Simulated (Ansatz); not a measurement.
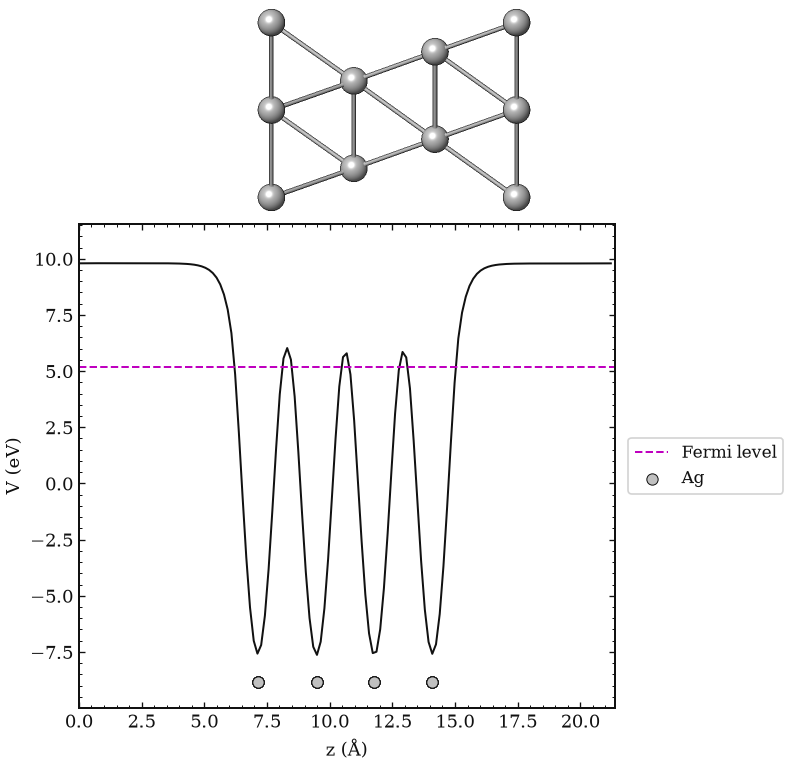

Plane-averaged electrostatic potential energy of an electron across the slab; circles at the bottom mark the heights of the atoms (positions after relaxation). The structure is drawn too.

Structure: Ag (slab), 24 atoms in the cell.

Ansatz; DFT PBEsol, scalar-relativistic, plane waves, PAW, no spin polarisation, 2×12×1 k mesh, Gaussian smearing of 0.1 eV.

**Read off the work function of each face.**

The work function is 4.61 eV, the same on both faces. The two vacuum levels agree, so the slab has no net dipole along its normal.

**How thick are slab and vacuum?**

The outermost atoms are 7.0 Å apart, which leaves 14.4 Å of vacuum in a cell 21.4 Å high.
